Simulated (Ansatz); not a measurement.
# GaAs: a changed input and its effect

System: GaAs (F-43m, 2 atoms in the cell).
Method of run 1: DFT r2SCAN, scalar-relativistic, plane waves, PAW, no spin polarisation (Ansatz 0.2.0).

Text and figures count atoms from 1; the logs count them from 0 in places.

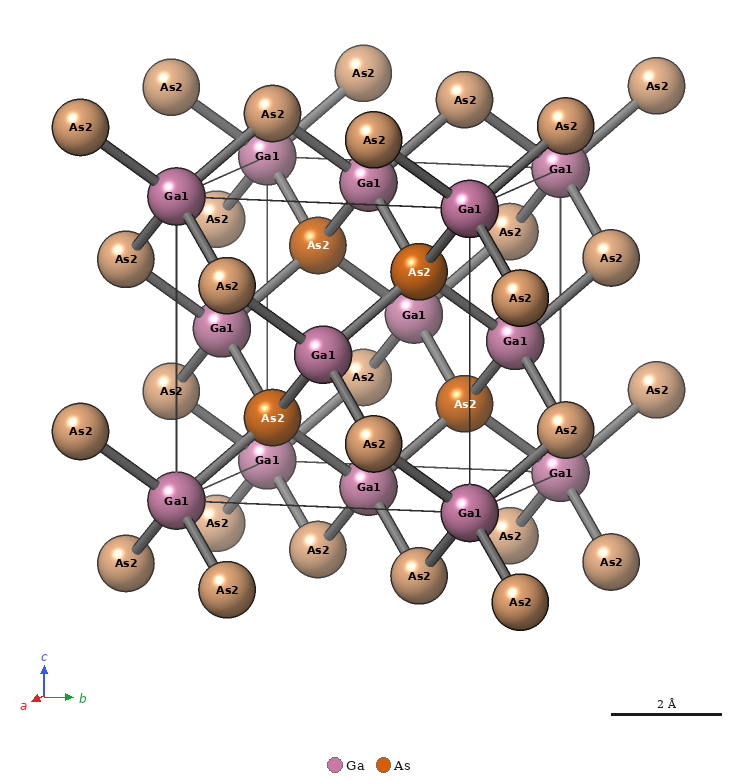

**Figure 1.** The structure as given in the input (ball-and-stick view of the cell 4 times as large as that of the calculation, set on its symmetry axes, seen slightly off an axis; neighbours outside the cell are drawn fainter; atoms are numbered from 1 in the order of the input). Near neighbours in the crystal (not all of them lie inside the picture): Ga has 4 As at 2.44 Å; As has 4 Ga at 2.44 Å.

**Input, run 1**
```yaml
crystal:
  lattice:
    - [0.0, 2.8135433318, 2.8135433318]
    - [2.8135433318, 0.0, 2.8135433318]
    - [2.8135433318, 2.8135433318, 0.0]
  atoms:
    - { symbol: Ga, position: [0.0, 0.0, 0.0] }
    - { symbol: As, position: [0.25, 0.25, 0.25] }
basis:
  ecutwfc: 500
kpoints:
  mp_grid: { grid: [6, 6, 6] }
hamiltonian:
  xc: r2scan
scf:
  occupations: { method: gaussian, width: 0.05 }
output:
  forces: true
  stress: true
  eigenvalues: true
```

Launched with:
```bash
ansatz run input.yaml --threads 1 --pin off --max-ram 4096MiB --backend cpu --events-out ev --progress --plain --runs-dir out
```

Hardware: 1 thread of Intel Xeon @ 2.30GHz, 28 GiB of memory available, shared host.

**Output, shortened to warnings, some set-up lines, iterations and results (run 1)**
```
Basis set: ecut = 500 eV, 1139 PW (Γ), exchange–correlation on 120×120×120 points (64 copies of the dense FFT grid, shifted against one another)
Symmetry: 24 space group operations
k-points: 16 of 216 (time reversal used)
Initial density: superposition of atomic densities (neutral atoms: chi_scale 0, normalization atom), corrected by the library's trained network
[...]
SCF iter   1: F=—  HF=-8655.722033 eV  |F-HF|=—  |Δ(HF+E_count)|=         —  Δρ=8.18e-3  dr2=1.10e-2  dr2_τ=4.81e-3  ethr=1.77e-3  ⟨swp⟩=5.7  Hψ=1393  notcnv=0
SCF iter   2: F=—  HF=-8655.733058 eV  |F-HF|=—  |Δ(HF+E_count)|=   1.10e-2  Δρ=1.75e-3  dr2=1.42e-3  dr2_τ=3.71e-5  ethr=3.94e-5  ⟨swp⟩=2.0  Hψ=704  notcnv=0
SCF iter   3: F=—  HF=-8655.732713 eV  |F-HF|=—  |Δ(HF+E_count)|=   3.44e-4  Δρ=1.60e-3  dr2=4.06e-4  dr2_τ=3.72e-6  ethr=5.06e-6  ⟨swp⟩=2.0  Hψ=432  notcnv=0
SCF iter   4: F=—  HF=-8655.732920 eV  |F-HF|=—  |Δ(HF+E_count)|=   2.07e-4  Δρ=3.05e-4  dr2=2.75e-5  dr2_τ=5.44e-7  ethr=1.45e-6  ⟨swp⟩=2.8  Hψ=545  notcnv=0
SCF iter   5: F=—  HF=-8655.732909 eV  |F-HF|=—  |Δ(HF+E_count)|=   1.09e-5  Δρ=4.98e-5  dr2=1.29e-6  dr2_τ=1.07e-8  ethr=9.84e-8  ⟨swp⟩=2.0  Hψ=512  notcnv=0
SCF iter   6: F=—  HF=-8655.732909 eV  |F-HF|=—  |Δ(HF+E_count)|=   4.20e-7  Δρ=1.78e-5  dr2=1.91e-7  dr2_τ=2.84e-9  ethr=4.61e-9  ⟨swp⟩=2.0  Hψ=512  notcnv=0
SCF iter   7: F=-8655.732909 eV  HF=-8655.732909 eV  |F-HF|=5.29e-9  |Δ(HF+E_count)|=   2.80e-8  Δρ=4.42e-6  dr2=1.18e-8  dr2_τ=4.25e-11  ethr=3.57e-10  ⟨swp⟩=5.0  Hψ=1088  …
SCF 1 converged in 7 iterations: F = -8655.732909 eV  dr2 = 1.18e-8
SCF converged after 7 iterations
Free energy (F): -8655.732909 eV
Harris-Foulkes:  -8655.732909 eV  (|F-HF|=5.29e-9)
Internal energy: -8655.732909 eV  (E = F + TS)
E sigma→0 (E₀):  -8655.732909 eV
Fermi energy:    8.704750 eV
--- Per-component energies (eV) ---
  E_band       = -326.255302
  E_kinetic    = 219.085055
  E_local      = -3898.844431  (includes V_loc(G=0)·N_el)
  E_nonlocal   = -242.855103
  E_hartree    = 1969.362788
  E_xc         = -136.862160
  E_vxc        = -144.259839  (∫ρ·V_xc dr)
  E_paw        = -3852.017110  (= ΣΔE_a)
  E_vpaw       = -205.622680  (= ΣTr[D̂ρ^β])
  E_aug_tail   = -0.000037  (compensation charges beyond the density's cutoff)
  E_vtau       = 7.516711  (kinetic-family band-sum trace: ∫τ·v_τ [+ j·A + Jᵃ·Aᵃ] dr)
  E_ewald      = -2711.491434
  E_core_change = -2.110478  (= ΣΔE_core)
  E_smearing   = -0.000000  (= −TS)
  E_closure    = -0.000000  (closes the sum)
  Σ components = -8655.732909   (vs F -8655.732909, Δ=0.00e0)
--- Forces (eV/Å), atoms counted from 1 ---
  atom   1  Ga     0.00000000    -0.00000000     0.00000000
  atom   2  As    -0.00000000     0.00000000     0.00000000
  max |Σ_I F_I| component: 2.22e-16 eV/Å
--- Stress (GPa, compression-positive) ---
        1.592575       0.000000      -0.000000
       -0.000000       1.592575       0.000000
       -0.000000       0.000000       1.592575
  P = ⅓ Tr σ = 1.5926 GPa (15.926 kbar)
```

For run 2 the input was changed thus:
```diff
-    - [0.0, 2.8135433318, 2.8135433318]
-    - [2.8135433318, 0.0, 2.8135433318]
-    - [2.8135433318, 2.8135433318, 0.0]
+    - [0.0, 2.8259352812, 2.8259352812]
+    - [2.8259352812, 0.0, 2.8259352812]
+    - [2.8259352812, 2.8259352812, 0.0]
```

Predict how the results change.

With the same functional and potentials, run 2 lies 2.0 meV per atom lower. The gap on the mesh goes from 1.13 to 1.02 eV. The pressure goes from 1.59 to 0.57 GPa. The volume per atom goes from 22.27 to 22.57 Å³. The cell is scaled evenly with the atoms at fixed fractional positions, so −ΔP/Δ ln V estimates the bulk modulus midway between the two volumes: about 78 GPa. The number of SCF iterations is the same.

**Output, shortened to warnings, some set-up lines, iterations and results (run 2)**
```
Basis set: ecut = 500 eV, 1139 PW (Γ), exchange–correlation on 120×120×120 points (64 copies of the dense FFT grid, shifted against one another)
Symmetry: 24 space group operations
k-points: 16 of 216 (time reversal used)
Initial density: superposition of atomic densities (neutral atoms: chi_scale 0, normalization atom), corrected by the library's trained network
[...]
SCF iter   1: F=—  HF=-8655.726718 eV  |F-HF|=—  |Δ(HF+E_count)|=         —  Δρ=8.16e-3  dr2=1.11e-2  dr2_τ=4.56e-3  ethr=1.77e-3  ⟨swp⟩=5.7  Hψ=1381  notcnv=0
SCF iter   2: F=—  HF=-8655.737006 eV  |F-HF|=—  |Δ(HF+E_count)|=   1.03e-2  Δρ=1.75e-3  dr2=1.43e-3  dr2_τ=3.67e-5  ethr=3.95e-5  ⟨swp⟩=2.0  Hψ=704  notcnv=0
SCF iter   3: F=—  HF=-8655.736672 eV  |F-HF|=—  |Δ(HF+E_count)|=   3.35e-4  Δρ=1.60e-3  dr2=4.11e-4  dr2_τ=3.80e-6  ethr=5.10e-6  ⟨swp⟩=2.0  Hψ=432  notcnv=0
SCF iter   4: F=—  HF=-8655.736876 eV  |F-HF|=—  |Δ(HF+E_count)|=   2.04e-4  Δρ=3.14e-4  dr2=3.00e-5  dr2_τ=5.53e-7  ethr=1.47e-6  ⟨swp⟩=2.7  Hψ=541  notcnv=0
SCF iter   5: F=—  HF=-8655.736867 eV  |F-HF|=—  |Δ(HF+E_count)|=   8.82e-6  Δρ=4.93e-5  dr2=1.24e-6  dr2_τ=1.10e-8  ethr=1.07e-7  ⟨swp⟩=2.0  Hψ=512  notcnv=0
SCF iter   6: F=—  HF=-8655.736867 eV  |F-HF|=—  |Δ(HF+E_count)|=   4.11e-7  Δρ=1.62e-5  dr2=1.56e-7  dr2_τ=2.55e-9  ethr=4.44e-9  ⟨swp⟩=2.0  Hψ=512  notcnv=0
SCF iter   7: F=-8655.736867 eV  HF=-8655.736867 eV  |F-HF|=3.86e-9  |Δ(HF+E_count)|=   1.86e-8  Δρ=3.98e-6  dr2=9.45e-9  dr2_τ=4.69e-11  ethr=3.57e-10  ⟨swp⟩=4.9  Hψ=1090  …
SCF 1 converged in 7 iterations: F = -8655.736867 eV  dr2 = 9.45e-9
SCF converged after 7 iterations
Free energy (F): -8655.736867 eV
Harris-Foulkes:  -8655.736867 eV  (|F-HF|=3.86e-9)
Internal energy: -8655.736867 eV  (E = F + TS)
E sigma→0 (E₀):  -8655.736867 eV
Fermi energy:    8.469859 eV
--- Per-component energies (eV) ---
  E_band       = -330.602296
  E_kinetic    = 218.698996
  E_local      = -3918.064611  (includes V_loc(G=0)·N_el)
  E_nonlocal   = -242.824998
  E_hartree    = 1976.916569
  E_xc         = -136.647843
  E_vxc        = -143.962569  (∫ρ·V_xc dr)
  E_paw        = -3852.103131  (= ΣΔE_a)
  E_vpaw       = -205.790389  (= ΣTr[D̂ρ^β])
  E_aug_tail   = -0.000040  (compensation charges beyond the density's cutoff)
  E_vtau       = 7.508720  (kinetic-family band-sum trace: ∫τ·v_τ [+ j·A + Jᵃ·Aᵃ] dr)
  E_ewald      = -2699.601330
  E_core_change = -2.110478  (= ΣΔE_core)
  E_smearing   = -0.000000  (= −TS)
  E_closure    = -0.000000  (closes the sum)
  Σ components = -8655.736867   (vs F -8655.736867, Δ=0.00e0)
--- Forces (eV/Å), atoms counted from 1 ---
  atom   1  Ga     0.00000000     0.00000000     0.00000000
  atom   2  As    -0.00000000     0.00000000    -0.00000000
  max |Σ_I F_I| component: 2.28e-16 eV/Å
--- Stress (GPa, compression-positive) ---
        0.568849      -0.000000      -0.000000
       -0.000000       0.568849       0.000000
        0.000000       0.000000       0.568849
  P = ⅓ Tr σ = 0.5688 GPa (5.688 kbar)
```

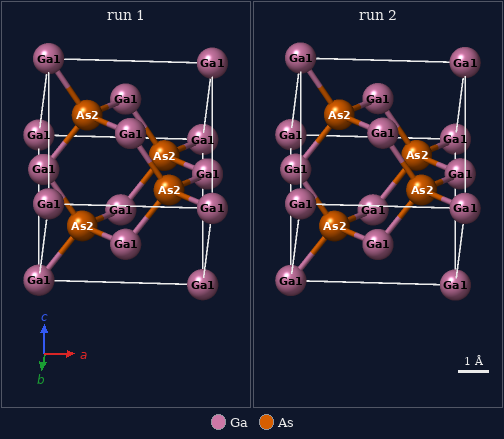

**Figure 2.** The two input geometries at one scale (ball-and-stick view of the cell 4 times as large as that of the calculation, set on its symmetry axes, seen at an oblique angle). No atom moves by more than 0.005 Å relative to the cell. Cell: a = b = c 5.627 → 5.652 Å (+0.4 %). Volume +1.3 %. Among the contacts that change: Ga1–As2 2.437 → 2.447 Å.

**The two runs side by side**

```tsv
quantity	run 1	run 2
outcome	converged	converged
free energy per atom (eV)	−4327.8665	−4327.8684
gap on the mesh (eV)	1.13	1.02
pressure (GPa)	1.59	0.57
volume per atom (Å³)	22.27	22.57
largest force (eV/Å)	0.000	0.000
SCF iterations	7	7
irreducible k-points	16	16
plane waves at Γ	1139	1139
wall time (shared host)	2.5 s	2.5 s
```
